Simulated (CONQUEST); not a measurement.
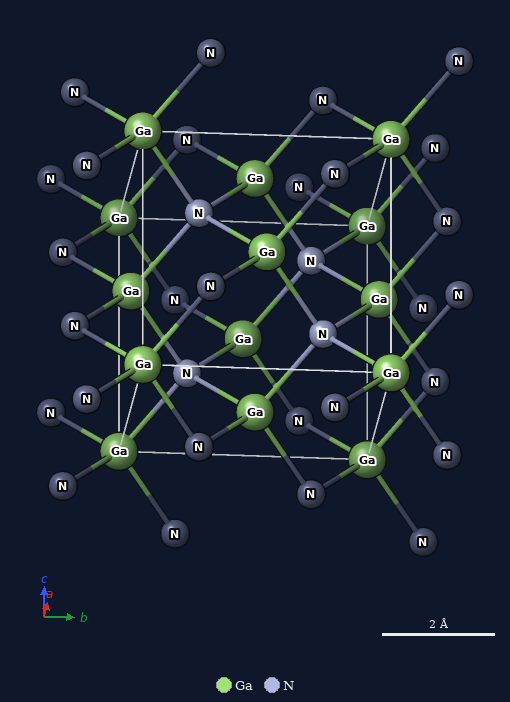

Figure 1. The input geometry (ball-and-stick view of the cell 2 times as large as that of the calculation, set on its symmetry axes, seen at an oblique angle; neighbours outside the cell are drawn fainter). Near neighbours in the crystal (not all of them lie inside the picture): Ga has 4 N at 1.94 Å; N has 4 Ga at 1.94 Å.

## Run report: GaN, single-point calculation at one volume of an equation of state

System: GaN (F-43m, 4 atoms in the cell).
Method: Kohn-Sham DFT of a periodic cell, PBE, PseudoDojo NC PBE, no spin polarisation (CONQUEST 1.3).

The structure derives from a Materials Project entry. It belongs to a series of runs on one base structure; here: volume scaled by 0.98.

### Input
```
IO.Title GaN
IO.Coordinates coords.dat
IO.FractionalAtomicCoords T
IO.Iprint 2
IO.Iprint_init 1
General.NumberOfSpecies 2
General.PseudopotentialType hamann
AtomMove.TypeOfRun static
AtomMove.FullStress T
Grid.PointsAlongX 36
Grid.PointsAlongY 36
Grid.PointsAlongZ 48
DM.SolutionMethod diagon
Diag.MPMesh T
Diag.GammaCentred T
Diag.MPMeshX 8
Diag.MPMeshY 8
Diag.MPMeshZ 6
Diag.kT 0.00183747
minE.SCTolerance 1e-6
SC.MaxIters 100
IO.AtomChargeOutput T
%block ChemicalSpeciesLabel
1 69.720 Ga
2 14.010 N
%endblock
```

Run on 1 thread of AMD EPYC (Zen 4), 16 GiB of memory available, shared host.

Run as:
```bash
Conquest
```

### The program's output
```
Simulation cell dimensions:     5.9820 a0 x     5.9820 a0 x     8.4598 a0

      Atomic coordinates (a0)
         Atom         X         Y         Z  Species
            1    0.0000    0.0000    0.0000        1
            2    2.9910    2.9910    4.2299        1
            3    0.0000    2.9910    6.3449        2
            4    2.9910    0.0000    2.1150        2

         Monkhorst-Pack mesh:   8 x   8 x   6 gamma-centred
        This calculation includes non-local pseudopotentials,
         with a maximum core radius of      8.05697590

    Job title: GaN
    Job to be run: static calculation

    Ground state search:
      Support functions represented with PAO basis
      1:1 PAO to SF mapping
      Non-spin-polarised electrons
      Solving for the K matrix using diagonalisation
      Using Fermi-Dirac smearing

    Integration grid size:     36 x   36 x   48

    Integration grid spacing:  0.166 a0 x 0.166 a0 x 0.176 a0

    Number of species:  2
    --------------------------------------------------------
    |   #  mass (au)  Charge (e)  SF Rad (a0)  NSF  Label  |
    --------------------------------------------------------
    |   1     69.720      13.000        8.284   14  Ga     |
    |   2     14.010       5.000        5.816    9  N      |
    --------------------------------------------------------
          SCF tolerance:                 0.00000100
          SCF iterations:               100

    The functional used will be GGA PBE96

           radial cut-off to be used is taken to be max PAO cut-off radius for this species:    8.056976

           greatest ang. mom. for making density from PAOs:  2

           radial cut-off to be used is taken to be max PAO cut-off radius for this species:    5.483972

           greatest ang. mom. for making density from PAOs:  2
    Minimum blocs/proc is      972. Maximum blocs/proc is      972
    set_atom_dens: In set_atomic_density, electrons :      36.000000000000
 matrix_size & matrix_size_padH =           46          46

    Screened ion int: energy:    -137.337097836340 Ha

    new_SC_potl: Starting.  Tolerance:  0.10000E-05

    PulayMixSC: Starting Pulay mixing, A_up =  0.500 A_dn =  0.500
    PulayMixSC: Spin non-polarised calculation.
          Harris-Foulkes Energy            :      -173.827070191465793 Ha
          (TS=0 as O(N) or entropic contribution is negligible)
          DFT Total Energy                 :      -173.452823303029305 Ha
          Total number of electrons        :        35.999999999999091
    PulayMixSC: Pulay iteration     1 residual:              0.76384E-02
          Harris-Foulkes Energy            :      -173.709330711101188 Ha
          (TS=0 as O(N) or entropic contribution is negligible)
          DFT Total Energy                 :      -173.652610171863500 Ha
          Total number of electrons        :        35.999998273500232
    PulayMixSC: Pulay iteration     2 residual:              0.39126E-02
          Harris-Foulkes Energy            :      -173.688904147069337 Ha
          (TS=0 as O(N) or entropic contribution is negligible)
          DFT Total Energy                 :      -173.688458924805644 Ha
          Total number of electrons        :        35.999995523091428
    PulayMixSC: Pulay iteration     3 residual:              0.94227E-03
          Harris-Foulkes Energy            :      -173.688632602240318 Ha
          (TS=0 as O(N) or entropic contribution is negligible)
          DFT Total Energy                 :      -173.688615170360237 Ha
          Total number of electrons        :        35.999992285428021
    PulayMixSC: Pulay iteration     4 residual:              0.72338E-04
          Harris-Foulkes Energy            :      -173.688620888582903 Ha
          (TS=0 as O(N) or entropic contribution is negligible)
          DFT Total Energy                 :      -173.688620783131000 Ha
          Total number of electrons        :        35.999992174901593
    PulayMixSC: Pulay iteration     5 residual:              0.15589E-04
          Harris-Foulkes Energy            :      -173.688620853948805 Ha
          (TS=0 as O(N) or entropic contribution is negligible)
          DFT Total Energy                 :      -173.688620851049734 Ha
          Total number of electrons        :        35.999992084857894
    PulayMixSC: Pulay iteration     6 residual:              0.22379E-05
          Harris-Foulkes Energy            :      -173.688620851278500 Ha
          (TS=0 as O(N) or entropic contribution is negligible)
          DFT Total Energy                 :      -173.688620851309281 Ha
          Total number of electrons        :        35.999992081672346
    PulayMixSC: Pulay iteration     7 residual:              0.87606E-07
    PulayMixSC: Reached SCF tolerance of  0.87606E-07 after      7 iterations
      | Number of electrons      =        35.999992
      |* band energy as 2Tr[K.H] =       -22.612087396934854 Ha
      |  screened ion-ion energy =      -137.337097836340149 Ha
      |  Ha correction           =         0.446993430232613 Ha
      |  XC correction           =       -14.186425486659040 Ha
      |* Harris-Foulkes energy   =      -173.688620851278500 Ha
      |* DFT total energy        =      -173.688620851309281 Ha
      |  estimated accuracy      =         0.000000000030781 Ha

    force: Forces on atoms (Ha/a0)
    force:  Atom   X              Y              Z
    force:     1  -0.0000000000   0.0000000000   0.0000000000
    force:     2  -0.0000000000   0.0000000000   0.0000000000
    force:     3   0.0000000000  -0.0000000000  -0.0000000000
    force:     4   0.0000000000  -0.0000000000  -0.0000000000

    force: Maximum force :        0.00000000(Ha/a0) on atom         1 in z direction
    force: Force Residual:        0.00000000 Ha/a0
    force: Total stress:        -13.46818922     0.00000000     0.00000000 GPa
                             0.00000000   -13.46818922     0.00000000
                             0.00000000     0.00000000   -14.15684166
    force: Average pressure:     13.69774003 GPa

    force: Finished force
    get_E_and_F: Change in energy during last step of electronic optimisation:  0.26703E-08

    BIBLIOGRAPHY: Please consider citing the following references in the conquest.bib file

    CONQUEST:         Bowler2002pt, Miyazaki2004, Nakata2020
    Basis:            Bowler2019
    DM:               Bowler:2006xr
    Pseudopotentials: Hamann2013, Bowler2019
    XC functional:    Perdew1996
```

### File coords.dat
```
    5.9820068075     0.0000000000     0.0000000000
    0.0000000000     5.9820068075     0.0000000000
    0.0000000000     0.0000000000     8.4598351574
4
  0.0000000000   0.0000000000   0.0000000000 1 T T T
  0.5000000000   0.5000000000   0.5000000000 1 T T T
  0.0000000000   0.5000000000   0.7500000000 2 T T T
  0.5000000000   0.0000000000   0.2500000000 2 T T T
```

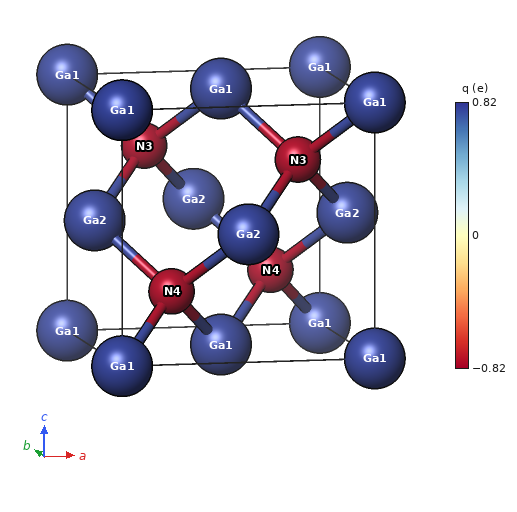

Figure 2. Mulliken charges, as the colour of each atom (ball-and-stick view of the cell 2 times as large as that of the calculation, set on its symmetry axes, seen slightly off an axis; atoms are numbered from 1 in the order of the input). By element: Ga +0.78 and N −0.78 e.

### Summary

```csv
quantity,value
outcome,converged
space group (tolerance 0.01 Å),F-43m (216)
electrons treated,36
free energy,−4726.3081 eV
Fermi energy,−5.717 eV
gap on the k-point mesh,2.37 eV
pressure,13.70 GPa
largest force (length of the vector),under 0.001 eV/Å
wall time,76 s
peak memory,0.67 GiB
```

### Remarks

Points of doubt noted for this run: small atomic basis. The cell is under a pressure of 13.7 GPa at this level, so it is not at its equilibrium volume.
